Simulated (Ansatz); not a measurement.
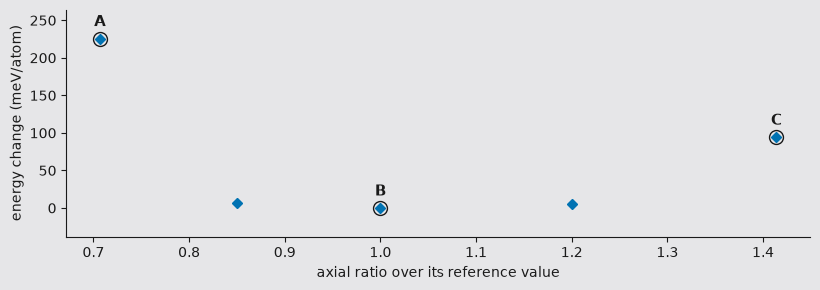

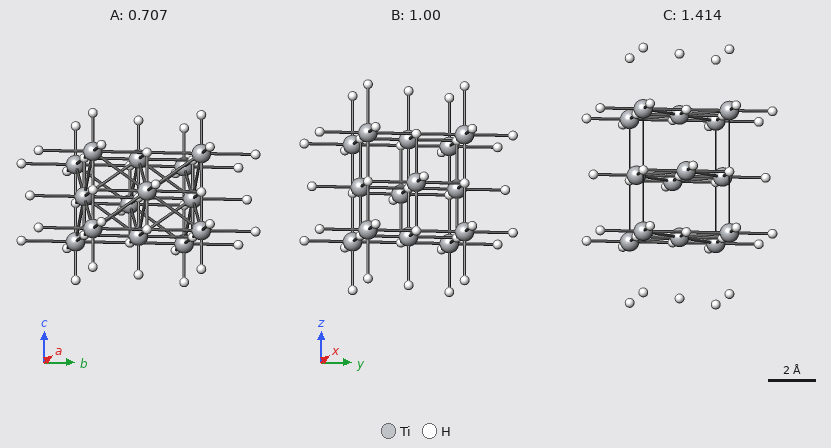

Crystalline TiH (Fm-3m): the ratio of the cell's length along z to its lengths across, counted as 1 for the reference, is changed at fixed volume (a tetragonal or Bain path), with the atoms kept at their fractional coordinates. x, y and z are the Cartesian axes of the input. The lettered frames are marked on the plot. Style: ball-and-stick. Shown: the conventional cell (4 times the calculation's cell), along the a axis, with a slight tilt. Lengths and directions refer to the drawn axes.

Method: DFT LDA, scalar-relativistic, plane waves, PAW (Ansatz). Set-up: plane-wave cutoff 420 eV; k-point mesh 22 × 22 × 22; occupations gaussian; smearing width 0.15 eV; no spin polarisation. Energies (free energies at the smearing named) are counted from the cell as listed in its source, which wasn't relaxed.

**Read off the main features of the energy profile.**

Of the computed points the lowest is at the relative ratio 1.00, 0.0 meV/atom. The end points stand at 225.7 meV/atom (0.707) and 94.3 meV/atom (1.414). The unrelaxed reference is under a pressure of −7.9 GPa. The distortion takes the space group from Fm-3m to I4/mmm. At the relative ratio 1.414 the cell of the drawing goes a 4.179 → 3.724 Å, b 4.179 → 3.724 Å, c 4.179 → 5.265 Å.
